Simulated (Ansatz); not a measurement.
**Geometry relaxation of Si₉O₁₆ (part 1 of 4)**

- system: Si₉O₁₆ (defect cell, 25 atoms in the cell)
- method: DFT PBE, scalar-relativistic, plane waves, PAW, PAW set soft_1, no spin polarisation (Ansatz 0.2.0)

The structure derives from an entry of the Crystallography Open Database. It belongs to a series of runs on one base structure; here: end point A relaxed. Figures and captions count atoms from 1; the log counts them from 0 in places.

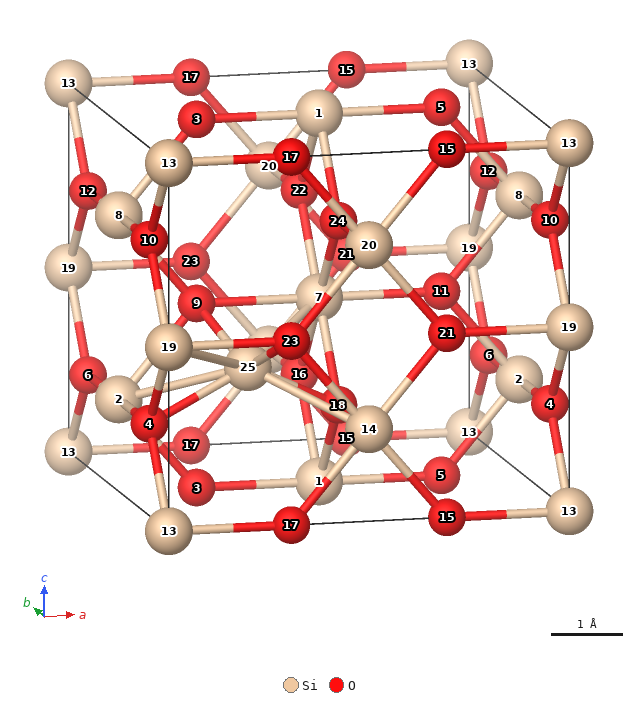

**Figure 1.** The input geometry (ball-and-stick view of the cell of the calculation, seen slightly off an axis; atoms are numbered from 1 in the order of the input).

**Input**
```yaml
crystal:
  lattice:
    - [-4.118, -4.118, 0.0]
    - [4.118, -4.118, 0.0]
    - [0.0, 0.0, 5.298]
  atoms:
    - { symbol: Si, position: [0.5, 0.5, 0.0] }
    - { symbol: Si, position: [0.0, 0.5, 0.25] }
    - { symbol: O, position: [0.1942, 0.5, 0.0] }
    - { symbol: O, position: [0.0, 0.1942, 0.25] }
    - { symbol: O, position: [0.8058, 0.5, 0.0] }
    - { symbol: O, position: [0.0, 0.8058, 0.25] }
    - { symbol: Si, position: [0.5, 0.5, 0.5] }
    - { symbol: Si, position: [0.0, 0.5, 0.75] }
    - { symbol: O, position: [0.1942, 0.5, 0.5] }
    - { symbol: O, position: [0.0, 0.1942, 0.75] }
    - { symbol: O, position: [0.8058, 0.5, 0.5] }
    - { symbol: O, position: [0.0, 0.8058, 0.75] }
    - { symbol: Si, position: [0.0, 0.0, 0.0] }
    - { symbol: Si, position: [0.5, 0.0, 0.25] }
    - { symbol: O, position: [0.6942, 0.0, 0.0] }
    - { symbol: O, position: [0.5, 0.6942, 0.25] }
    - { symbol: O, position: [0.3058, 0.0, 0.0] }
    - { symbol: O, position: [0.5, 0.3058, 0.25] }
    - { symbol: Si, position: [0.0, 0.0, 0.5] }
    - { symbol: Si, position: [0.5, 0.0, 0.75] }
    - { symbol: O, position: [0.6942, 0.0, 0.5] }
    - { symbol: O, position: [0.5, 0.6942, 0.75] }
    - { symbol: O, position: [0.3058, 0.0, 0.5] }
    - { symbol: O, position: [0.5, 0.3058, 0.75] }
    - { symbol: Si, position: [0.2598577, 0.2504732, 0.3774843] }
basis:
  ecutwfc: 420.0
kpoints:
  mp_grid: { grid: [3, 3, 3] }
hamiltonian:
  xc: pbe
  pseudopotentials: { kind: paw, azcp: { folder: soft_1 } }
scf:
  occupations: { method: fermi_dirac, width: 0.05 }
  lower_state_search: "off"
relax:
  f_tol: 0.03
  max_steps: 60
  adjacent_minimum: "off"
```

Run as:
```bash
ansatz run input.yaml --threads 2 --pin off --max-ram 5120MiB --backend cpu --events-out ev --progress --plain --runs-dir out
```

**What the program printed**
```
Engine: ansatz 0.2.0, aarch64-unknown-linux-gnu
Pseudopotentials: kind: paw
Pseudopotential: Si, paw, valence charge 4, recommended cutoff 420 eV (normal), [file]
Pseudopotential: O, paw, valence charge 6, recommended cutoff 420 eV (normal), [file]
Functional definition: PBE
  parameter kappa = 0.804
  parameter beta = 0.06672455060314922
  exchange = pbe_x(kappa = kappa, mu = beta*pi^2/3)
  correlation = pbe_c(beta = beta)
Crystal: 25 atoms, lattice volume = 179.686 Å³
Basis set: ecut = 420 eV, 3501 PW (Γ), exchange–correlation on 80×80×72 points (8 copies of the dense FFT grid, shifted against one another)
Bands: 91, of which v1, the nominal top of the filled ones, is band 66 counted from 1 (65 counted from 0)
Symmetry: 1 space group operations
Space group: P1 (ITA 1), of the structure as read, at distance tolerance 5.6e-5 Å
k-points: 14 of 27 (time reversal used)
Non-local potential: Si, projectors of the file, l = 0: 2, l = 1: 2, l = 2: 1
Non-local potential: O, projectors of the file, l = 0: 2, l = 1: 2, l = 2: 1
PAW form: soft (Blöchl's): semilocal exchange-correlation on the pseudo side does not see the compensation charge
PAW one-centre angular grid: Si, 110 points (default); XC on 64 Gauss nodes
PAW one-centre angular grid: O, 110 points (default); XC on 64 Gauss nodes
Initial density: superposition of atomic densities (chi_scale 0.1, normalization cell, long waves kept (reshape's long-wave potential 0.18 eV rms))
Initial wavefunctions: pseudopotential atomic-orbital guess
Functional: x = pbe(κ = 0.804, μ = 0.2195149727645171), c = pbe(β = 0.06672455060314922)
SCF iter   1: F=—  HF=-14805.904750 eV  |F-HF|=—  |Δ(HF+E_count)|=         —  Δρ=1.56e-1  dr2=3.97e1  ethr=3.10e-3  ⟨swp⟩=7.3  Hψ=6464  notcnv=0  defer=150
preconditioner: auto → Kerker (q_TF=auto, 2.592 Å⁻¹)  [metal: Δε(μ)=0.088 eV  Ē_g=19.767 eV  σ=0.050 eV  W_gap=0.38  n_scr=48 (ndim 8)  ℏωp=31.8 eV  f_vac=0.000  D(μ)=4.26/eV (n_scr^D=26)]
SCF iter   2: F=—  HF=-14796.778283 eV  |F-HF|=—  |Δ(HF+E_count)|=    9.13e0  Δρ=5.74e-2  dr2=6.55e0  ethr=3.10e-3  ⟨swp⟩=3.2  Hψ=2667  notcnv=0  defer=210
SCF iter   3: F=—  HF=-14795.644345 eV  |F-HF|=—  |Δ(HF+E_count)|=    1.13e0  Δρ=2.56e-2  dr2=1.47e0  ethr=3.10e-3  ⟨swp⟩=4.0  Hψ=2156  notcnv=0  defer=210
SCF iter   4: F=—  HF=-14795.446049 eV  |F-HF|=—  |Δ(HF+E_count)|=   1.98e-1  Δρ=9.52e-3  dr2=2.32e-1  ethr=1.12e-3  ⟨swp⟩=3.3  Hψ=1929  notcnv=0  defer=210
SCF iter   5: F=—  HF=-14795.416387 eV  |F-HF|=—  |Δ(HF+E_count)|=   2.97e-2  Δρ=3.51e-3  dr2=5.34e-2  ethr=1.76e-4  ⟨swp⟩=3.0  Hψ=2020  notcnv=0  defer=210
SCF iter   6: F=—  HF=-14795.407270 eV  |F-HF|=—  |Δ(HF+E_count)|=   9.12e-3  Δρ=2.31e-3  dr2=1.58e-2  ethr=4.05e-5  ⟨swp⟩=2.6  Hψ=1980  notcnv=0  defer=210
SCF iter   7: F=—  HF=-14795.404114 eV  |F-HF|=—  |Δ(HF+E_count)|=   3.16e-3  Δρ=1.06e-3  dr2=3.38e-3  ethr=1.19e-5  ⟨swp⟩=3.0  Hψ=1876  notcnv=0  defer=210
SCF iter   8: F=—  HF=-14795.403739 eV  |F-HF|=—  |Δ(HF+E_count)|=   3.75e-4  Δρ=4.13e-4  dr2=5.11e-4  ethr=2.56e-6  ⟨swp⟩=3.0  Hψ=1754  notcnv=0  defer=210
SCF iter   9: F=—  HF=-14795.403693 eV  |F-HF|=—  |Δ(HF+E_count)|=   4.55e-5  Δρ=1.78e-4  dr2=1.06e-4  ethr=3.87e-7  ⟨swp⟩=2.7  Hψ=1990  notcnv=0  defer=210
SCF iter  10: F=-14795.403675 eV  HF=-14795.403684 eV  |F-HF|=9.56e-6  |Δ(HF+E_count)|=   8.97e-6  Δρ=8.80e-5  dr2=1.67e-5  ethr=1.70e-8  ⟨swp⟩=3.1  Hψ=4819  notcnv=0
SCF 1 converged in 10 iterations: F = -14795.403675 eV  dr2 = 1.67e-5
  greatest PAW one-centre occupation: 0.884 electrons in one spin orbital (limit 2), on the O atom at site 17 (counted from 0), in its partial waves of l = 0
relax step   1: F+E_penalty+E_count = -14795.40367472 eV  Δ(F+E_penalty+E_count) = +0.000e0 eV  max|allowed force component| = 6.859e0 eV/Å  Δτ_max = 0.0000 Å  (10 SCF iters, dr2 threshold 2.25e-5 eV, accepted)
Initial density: handed on by an earlier stage of this run
Initial wavefunctions: those handed on with the density
iter 1 solved again at ethr=1.40e-4 eV; its pass at ethr=3.10e-3 eV (dr2=1.85e-1 eV) is discarded
SCF iter   1: F=—  HF=-14798.243612 eV  |F-HF|=—  |Δ(HF+E_count)|=         —  Δρ=1.25e-2  dr2=1.85e-1  ethr=1.40e-4  ⟨swp⟩=1.9  Hψ=5535  notcnv=0  defer=210
preconditioner: auto → Kerker (q_TF=auto, 2.592 Å⁻¹)  [metal: Δε(μ)=0.031 eV  Ē_g=19.010 eV  σ=0.050 eV  W_gap=0.15  n_scr=48 (ndim 8)  ℏωp=31.8 eV  f_vac=0.000  D(μ)=11.91/eV (n_scr^D=136)]
SCF iter   2: F=—  HF=-14798.215979 eV  |F-HF|=—  |Δ(HF+E_count)|=   2.76e-2  Δρ=6.66e-3  dr2=5.98e-2  ethr=1.40e-4  ⟨swp⟩=2.6  Hψ=1631  notcnv=0  defer=210
SCF iter   3: F=—  HF=-14798.208159 eV  |F-HF|=—  |Δ(HF+E_count)|=   7.82e-3  Δρ=4.09e-3  dr2=4.40e-2  ethr=4.53e-5  ⟨swp⟩=3.0  Hψ=1906  notcnv=0  defer=210
SCF iter   4: F=—  HF=-14798.204150 eV  |F-HF|=—  |Δ(HF+E_count)|=   4.01e-3  Δρ=1.55e-3  dr2=7.74e-3  ethr=3.34e-5  ⟨swp⟩=1.4  Hψ=1073  notcnv=0  defer=210
SCF iter   5: F=—  HF=-14798.203233 eV  |F-HF|=—  |Δ(HF+E_count)|=   9.17e-4  Δρ=5.95e-4  dr2=1.30e-3  ethr=5.86e-6  ⟨swp⟩=1.1  Hψ=1248  notcnv=0  defer=210
SCF iter   6: F=—  HF=-14798.202949 eV  |F-HF|=—  |Δ(HF+E_count)|=   2.84e-4  Δρ=2.22e-4  dr2=1.61e-4  ethr=9.86e-7  ⟨swp⟩=2.5  Hψ=1775  notcnv=0  defer=210
SCF iter   7: F=—  HF=-14798.202921 eV  |F-HF|=—  |Δ(HF+E_count)|=   2.77e-5  Δρ=1.09e-4  dr2=2.78e-5  ethr=7.58e-8  ⟨swp⟩=3.0  Hψ=4543  notcnv=0
SCF iter   8: F=-14798.202916 eV  HF=-14798.202919 eV  |F-HF|=3.31e-6  |Δ(HF+E_count)|=   2.27e-6  Δρ=5.29e-5  dr2=5.69e-6  ethr=2.10e-8  ⟨swp⟩=3.8  Hψ=3343  notcnv=0
SCF 2 converged in 8 iterations: F = -14798.202916 eV  dr2 = 5.69e-6
relax step   2: F+E_penalty+E_count = -14798.20291564 eV  Δ(F+E_penalty+E_count) = -2.799e0 eV  max|allowed force component| = 5.879e0 eV/Å  Δτ_max = 0.0614 Å  (8 SCF iters, dr2 threshold 1.00e-4 eV, accepted)
iter 1 solved again at ethr=9.68e-4 eV; its pass at ethr=3.10e-3 eV (dr2=1.28e0 eV) is discarded
SCF iter   1: F=—  HF=-14803.331196 eV  |F-HF|=—  |Δ(HF+E_count)|=         —  Δρ=3.00e-2  dr2=1.27e0  ethr=9.68e-4  ⟨swp⟩=1.0  Hψ=5827  notcnv=0  defer=199
preconditioner: auto → Kerker (q_TF=auto, 2.592 Å⁻¹)  [metal: Δε(μ)=0.010 eV  Ē_g=18.784 eV  σ=0.050 eV  W_gap=0.05  n_scr=48 (ndim 8)  ℏωp=31.8 eV  f_vac=0.000  D(μ)=10.51/eV (n_scr^D=96)]
SCF iter   2: F=—  HF=-14803.034470 eV  |F-HF|=—  |Δ(HF+E_count)|=   2.97e-1  Δρ=1.47e-2  dr2=2.89e-1  ethr=9.61e-4  ⟨swp⟩=2.1  Hψ=1551  notcnv=0  defer=199
SCF iter   3: F=—  HF=-14802.959185 eV  |F-HF|=—  |Δ(HF+E_count)|=   7.53e-2  Δρ=4.95e-3  dr2=5.36e-2  ethr=2.19e-4  ⟨swp⟩=2.4  Hψ=1816  notcnv=0  defer=210
SCF iter   4: F=—  HF=-14802.949383 eV  |F-HF|=—  |Δ(HF+E_count)|=   9.80e-3  Δρ=2.11e-3  dr2=1.09e-2  ethr=4.06e-5  ⟨swp⟩=2.4  Hψ=1811  notcnv=0  defer=210
SCF iter   5: F=—  HF=-14802.947704 eV  |F-HF|=—  |Δ(HF+E_count)|=   1.68e-3  Δρ=1.01e-3  dr2=3.11e-3  ethr=8.23e-6  ⟨swp⟩=2.1  Hψ=1487  notcnv=0  defer=210
SCF iter   6: F=—  HF=-14802.947085 eV  |F-HF|=—  |Δ(HF+E_count)|=   6.18e-4  Δρ=3.28e-4  dr2=5.21e-4  ethr=2.36e-6  ⟨swp⟩=2.7  Hψ=1763  notcnv=0  defer=210
[...]
  greatest PAW one-centre occupation: 0.879 electrons in one spin orbital (limit 2), on the O atom at site 17 (counted from 0), in its partial waves of l = 0
relax step   3: F+E_penalty+E_count = -14802.94695174 eV  Δ(F+E_penalty+E_count) = -4.744e0 eV  max|allowed force component| = 2.078e0 eV/Å  Δτ_max = 0.1946 Å  (8 SCF iters, dr2 threshold 1.00e-4 eV, accepted)
preconditioner: auto → Kerker (q_TF=auto, 2.592 Å⁻¹)  [metal: Δε(μ)=0.003 eV  Ē_g=18.545 eV  σ=0.050 eV  W_gap=0.02  n_scr=48 (ndim 8)  ℏωp=31.8 eV  f_vac=0.000  D(μ)=9.09/eV (n_scr^D=80)]
  greatest PAW one-centre occupation: 0.878 electrons in one spin orbital (limit 2), on the O atom at site 17 (counted from 0), in its partial waves of l = 0
relax step   4: F+E_penalty+E_count = -14803.60122425 eV  Δ(F+E_penalty+E_count) = -6.543e-1 eV  max|allowed force component| = 1.636e0 eV/Å  Δτ_max = 0.1494 Å  (8 SCF iters, dr2 threshold 1.00e-4 eV, accepted)
preconditioner: auto → Resta (q_TF=auto, 2.592 Å⁻¹)  ε∞=4.0  [insulator: Δε(μ)=0.679 eV  Ē_g=18.500 eV  σ=0.050 eV  W_gap=1.00  n_scr=48 (ndim 8)  ℏωp=31.8 eV  f_vac=0.000  D(μ)=0.02/eV (n_scr^D=0)  ε∞_Penn≈4.0]
  greatest PAW one-centre occupation: 0.878 electrons in one spin orbital (limit 2), on the O atom at site 22 (counted from 0), in its partial waves of l = 0
relax step   5: F+E_penalty+E_count = -14804.17395133 eV  Δ(F+E_penalty+E_count) = -5.727e-1 eV  max|allowed force component| = 1.541e0 eV/Å  Δτ_max = 0.2000 Å  (7 SCF iters, dr2 threshold 1.00e-4 eV, accepted)
preconditioner: auto → Kerker (q_TF=auto, 2.592 Å⁻¹)  [metal: Δε(μ)=0.093 eV  Ē_g=18.531 eV  σ=0.050 eV  W_gap=0.42  n_scr=48 (ndim 8)  ℏωp=31.8 eV  f_vac=0.000  D(μ)=5.35/eV (n_scr^D=30)]
  greatest PAW one-centre occupation: 0.878 electrons in one spin orbital (limit 2), on the O atom at site 8 (counted from 0), in its partial waves of l = 0
relax step   6: F+E_penalty+E_count = -14804.57251013 eV  Δ(F+E_penalty+E_count) = -3.986e-1 eV  max|allowed force component| = 1.134e0 eV/Å  Δτ_max = 0.0681 Å  (7 SCF iters, dr2 threshold 1.00e-4 eV, accepted)
preconditioner: auto → Resta (q_TF=auto, 2.592 Å⁻¹)  ε∞=3.9  [insulator: Δε(μ)=1.341 eV  Ē_g=18.591 eV  σ=0.050 eV  W_gap=1.00  n_scr=48 (ndim 8)  ℏωp=31.8 eV  f_vac=0.000  D(μ)=0.00/eV (n_scr^D=0)  ε∞_Penn≈3.9]
relax step   7: F+E_penalty+E_count = -14805.01950589 eV  Δ(F+E_penalty+E_count) = -4.470e-1 eV  max|allowed force component| = 2.070e0 eV/Å  Δτ_max = 0.2000 Å  (7 SCF iters, dr2 threshold 1.00e-4 eV, accepted)
preconditioner: auto → Resta (q_TF=auto, 2.592 Å⁻¹)  ε∞=3.9  [insulator: Δε(μ)=1.319 eV  Ē_g=18.602 eV  σ=0.050 eV  W_gap=1.00  n_scr=48 (ndim 8)  ℏωp=31.8 eV  f_vac=0.000  D(μ)=0.00/eV (n_scr^D=0)  ε∞_Penn≈3.9]
  greatest PAW one-centre occupation: 0.880 electrons in one spin orbital (limit 2), on the O atom at site 17 (counted from 0), in its partial waves of l = 0
relax step   8: F+E_penalty+E_count = -14805.43305748 eV  Δ(F+E_penalty+E_count) = -4.136e-1 eV  max|allowed force component| = 1.465e0 eV/Å  Δτ_max = 0.0903 Å  (6 SCF iters, dr2 threshold 1.00e-4 eV, accepted)
preconditioner: auto → Resta (q_TF=auto, 2.592 Å⁻¹)  ε∞=3.9  [insulator: Δε(μ)=1.879 eV  Ē_g=18.684 eV  σ=0.050 eV  W_gap=1.00  n_scr=48 (ndim 8)  ℏωp=31.8 eV  f_vac=0.000  D(μ)=0.00/eV (n_scr^D=0)  ε∞_Penn≈3.9]
relax step   9: F+E_penalty+E_count = -14806.17175929 eV  Δ(F+E_penalty+E_count) = -7.387e-1 eV  max|allowed force component| = 1.026e0 eV/Å  Δτ_max = 0.2000 Å  (6 SCF iters, dr2 threshold 1.00e-4 eV, accepted)
preconditioner: auto → Resta (q_TF=auto, 2.592 Å⁻¹)  ε∞=3.9  [insulator: Δε(μ)=2.264 eV  Ē_g=18.686 eV  σ=0.050 eV  W_gap=1.00  n_scr=48 (ndim 8)  ℏωp=31.8 eV  f_vac=0.000  D(μ)=0.00/eV (n_scr^D=0)  ε∞_Penn≈3.9]
relax step  10: F+E_penalty+E_count = -14806.43899895 eV  Δ(F+E_penalty+E_count) = -2.672e-1 eV  max|allowed force component| = 8.098e-1 eV/Å  Δτ_max = 0.2000 Å  (6 SCF iters, dr2 threshold 1.00e-4 eV, accepted)
preconditioner: auto → Resta (q_TF=auto, 2.592 Å⁻¹)  ε∞=3.9  [insulator: Δε(μ)=2.257 eV  Ē_g=18.845 eV  σ=0.050 eV  W_gap=1.00  n_scr=48 (ndim 8)  ℏωp=31.8 eV  f_vac=0.000  D(μ)=0.00/eV (n_scr^D=0)  ε∞_Penn≈3.9]
  greatest PAW one-centre occupation: 0.883 electrons in one spin orbital (limit 2), on the O atom at site 17 (counted from 0), in its partial waves of l = 0
relax step  11: F+E_penalty+E_count = -14806.53482592 eV  Δ(F+E_penalty+E_count) = -9.583e-2 eV  max|allowed force component| = 1.896e0 eV/Å  Δτ_max = 0.2000 Å  (6 SCF iters, dr2 threshold 1.00e-4 eV, accepted)
preconditioner: auto → Resta (q_TF=auto, 2.592 Å⁻¹)  ε∞=3.9  [insulator: Δε(μ)=2.459 eV  Ē_g=18.829 eV  σ=0.050 eV  W_gap=1.00  n_scr=48 (ndim 8)  ℏωp=31.8 eV  f_vac=0.000  D(μ)=0.00/eV (n_scr^D=0)  ε∞_Penn≈3.9]
relax step  12: F+E_penalty+E_count = -14806.84221045 eV  Δ(F+E_penalty+E_count) = -3.074e-1 eV  max|allowed force component| = 1.301e0 eV/Å  Δτ_max = 0.0829 Å  (6 SCF iters, dr2 threshold 1.00e-4 eV, accepted)
preconditioner: auto → Resta (q_TF=auto, 2.592 Å⁻¹)  ε∞=3.9  [insulator: Δε(μ)=2.444 eV  Ē_g=18.741 eV  σ=0.050 eV  W_gap=1.00  n_scr=48 (ndim 8)  ℏωp=31.8 eV  f_vac=0.000  D(μ)=0.00/eV (n_scr^D=0)  ε∞_Penn≈3.9]
relax step  13: F+E_penalty+E_count = -14807.08134567 eV  Δ(F+E_penalty+E_count) = -2.391e-1 eV  max|allowed force component| = 1.273e0 eV/Å  Δτ_max = 0.0952 Å  (6 SCF iters, dr2 threshold 1.00e-4 eV, accepted)
preconditioner: auto → Resta (q_TF=auto, 2.592 Å⁻¹)  ε∞=3.9  [insulator: Δε(μ)=2.913 eV  Ē_g=18.667 eV  σ=0.050 eV  W_gap=1.00  n_scr=48 (ndim 8)  ℏωp=31.8 eV  f_vac=0.000  D(μ)=0.00/eV (n_scr^D=0)  ε∞_Penn≈3.9]
  greatest PAW one-centre occupation: 0.885 electrons in one spin orbital (limit 2), on the O atom at site 17 (counted from 0), in its partial waves of l = 0
relax step  14: F+E_penalty+E_count = -14807.14142170 eV  Δ(F+E_penalty+E_count) = -6.008e-2 eV  max|allowed force component| = 3.496e0 eV/Å  Δτ_max = 0.2000 Å  (6 SCF iters, dr2 threshold 1.00e-4 eV, accepted)
preconditioner: auto → Resta (q_TF=auto, 2.592 Å⁻¹)  ε∞=3.9  [insulator: Δε(μ)=2.805 eV  Ē_g=18.729 eV  σ=0.050 eV  W_gap=1.00  n_scr=48 (ndim 8)  ℏωp=31.8 eV  f_vac=0.000  D(μ)=0.00/eV (n_scr^D=0)  ε∞_Penn≈3.9]
relax step  15: F+E_penalty+E_count = -14807.29291068 eV  Δ(F+E_penalty+E_count) = -1.515e-1 eV  max|allowed force component| = 9.061e-1 eV/Å  Δτ_max = 0.0605 Å  (5 SCF iters, dr2 threshold 1.00e-4 eV, accepted)
preconditioner: auto → Resta (q_TF=auto, 2.592 Å⁻¹)  ε∞=3.9  [insulator: Δε(μ)=1.776 eV  Ē_g=18.611 eV  σ=0.050 eV  W_gap=1.00  n_scr=48 (ndim 8)  ℏωp=31.8 eV  f_vac=0.000  D(μ)=0.00/eV (n_scr^D=0)  ε∞_Penn≈3.9]
  greatest PAW one-centre occupation: 0.887 electrons in one spin orbital (limit 2), on the O atom at site 17 (counted from 0), in its partial waves of l = 0
relax step  16: F+E_penalty+E_count = -14806.65353345 eV  Δ(F+E_penalty+E_count) = +6.394e-1 eV  max|allowed force component| = 3.055e0 eV/Å  Δτ_max = 0.2000 Å  (6 SCF iters, dr2 threshold 5.52e-5 eV, rejected (line search))
preconditioner: auto → Resta (q_TF=auto, 2.592 Å⁻¹)  ε∞=3.9  [insulator: Δε(μ)=2.650 eV  Ē_g=18.716 eV  σ=0.050 eV  W_gap=1.00  n_scr=48 (ndim 8)  ℏωp=31.8 eV  f_vac=0.000  D(μ)=0.00/eV (n_scr^D=0)  ε∞_Penn≈3.9]
relax step  17: F+E_penalty+E_count = -14807.38257591 eV  Δ(F+E_penalty+E_count) = -8.967e-2 eV  max|allowed force component| = 4.473e-1 eV/Å  Δτ_max = 0.0483 Å  (8 SCF iters, accepted)
preconditioner: auto → Resta (q_TF=auto, 2.592 Å⁻¹)  ε∞=3.9  [insulator: Δε(μ)=2.883 eV  Ē_g=18.709 eV  σ=0.050 eV  W_gap=1.00  n_scr=48 (ndim 8)  ℏωp=31.8 eV  f_vac=0.000  D(μ)=0.00/eV (n_scr^D=0)  ε∞_Penn≈3.9]
  greatest PAW one-centre occupation: 0.886 electrons in one spin orbital (limit 2), on the O atom at site 17 (counted from 0), in its partial waves of l = 0
relax step  18: F+E_penalty+E_count = -14807.46818208 eV  Δ(F+E_penalty+E_count) = -8.561e-2 eV  max|allowed force component| = 5.252e-1 eV/Å  Δτ_max = 0.1000 Å  (6 SCF iters, dr2 threshold 1.34e-5 eV, accepted)
preconditioner: auto → Resta (q_TF=auto, 2.592 Å⁻¹)  ε∞=3.9  [insulator: Δε(μ)=3.081 eV  Ē_g=18.700 eV  σ=0.050 eV  W_gap=1.00  n_scr=48 (ndim 8)  ℏωp=31.8 eV  f_vac=0.000  D(μ)=0.00/eV (n_scr^D=0)  ε∞_Penn≈3.9]
relax step  19: F+E_penalty+E_count = -14807.48830530 eV  Δ(F+E_penalty+E_count) = -2.012e-2 eV  max|allowed force component| = 4.139e-1 eV/Å  Δτ_max = 0.1173 Å  (6 SCF iters, dr2 threshold 6.72e-5 eV, accepted)
preconditioner: auto → Resta (q_TF=auto, 2.592 Å⁻¹)  ε∞=3.9  [insulator: Δε(μ)=2.908 eV  Ē_g=18.725 eV  σ=0.050 eV  W_gap=1.00  n_scr=48 (ndim 8)  ℏωp=31.8 eV  f_vac=0.000  D(μ)=0.00/eV (n_scr^D=0)  ε∞_Penn≈3.9]
relax step  20: F+E_penalty+E_count = -14807.51559014 eV  Δ(F+E_penalty+E_count) = -2.728e-2 eV  max|allowed force component| = 3.964e-1 eV/Å  Δτ_max = 0.0480 Å  (5 SCF iters, dr2 threshold 1.00e-4 eV, accepted)
preconditioner: auto → Resta (q_TF=auto, 2.592 Å⁻¹)  ε∞=3.9  [insulator: Δε(μ)=2.923 eV  Ē_g=18.731 eV  σ=0.050 eV  W_gap=1.00  n_scr=48 (ndim 8)  ℏωp=31.8 eV  f_vac=0.000  D(μ)=0.00/eV (n_scr^D=0)  ε∞_Penn≈3.9]
```
